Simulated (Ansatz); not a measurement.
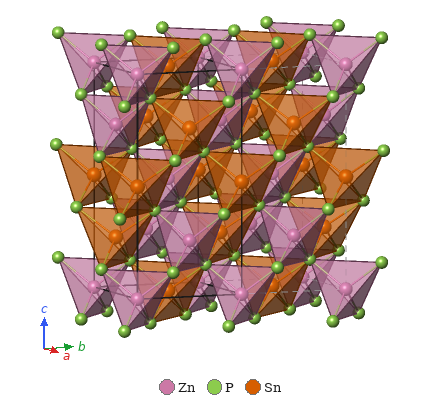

Polyhedra are drawn about Sn and Zn (bonds: P–Sn below 2.9 Å and P–Zn below 2.7 Å); other atoms are plain spheres.

System ZnSnP₂ (space group I-42d, No. 122); source of the atomic positions: coordinates from a relaxation with DFT, PBE, plane waves, PAW in Ansatz 0.2.0; the starting structure was generated, so it need not be a known form of this composition.

Q: What figure surrounds each Sn or Zn atom, and what does it share with the other drawn polyhedra?

A: Sn: SnP4 tetrahedron, sharing corners with twelve neighbours; Zn: ZnP4 tetrahedron, sharing corners with twelve neighbours.

Q: How do these polyhedra hang together as a whole?

A: They form a three-dimensional framework of corner-sharing tetrahedra.

Q: How far apart are the centres of linked polyhedra?

A: Centre to centre across a shared corner: 4.03 to 4.04 Å.
